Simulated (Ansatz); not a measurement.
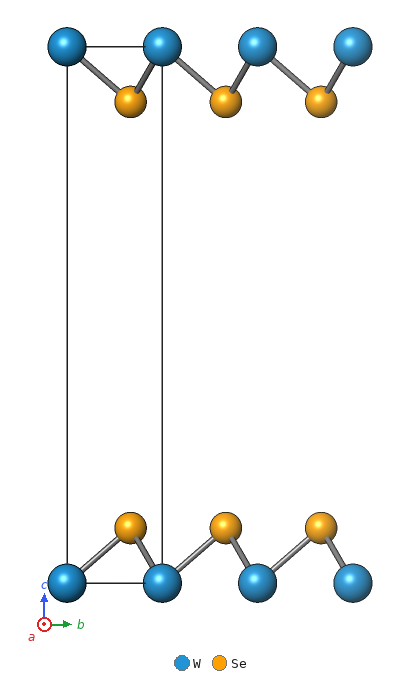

The picture looks along a close-packed row of the hexagonal mesh; c points upwards. Every atom sits on one of the three columns of the mesh; call them A, B, C in the order in which they first turn up. The sequence starts with the first layer at or above the cell's origin.

WSe2: coordinates from a relaxation at fixed volume with DFT r2SCAN, scalar-relativistic, plane waves, PAW in Ansatz.

Question: Read off the stacking sequence over one period.

Answer: W(A) – Se(B) – Se(B) (three layers in 16.16 Å).

Question: How are the Se layers alone stacked?

Answer: Se layers alone: BB, a sequence in which some neighbouring layers lie directly above each other.

Question: Which positions between or in the Se layers do the other atoms fill?

Answer: W: one trigonal-prismatic site, counted in one hexagonal cell. One of the two gaps between Se layers is empty, 12.84 Å wide.

Question: What short polytype symbol fits?

Answer: Polytype symbol 1H, the symbol of a layered MX2 polytype (number of slabs in the repeat and lattice).

Heights of the layers:

```csv
layer,atoms (column),height (Å),to next (Å)
1,W(A),0.00,1.66
2,Se(B),1.66,12.84
3,Se(B),14.50,1.66
```
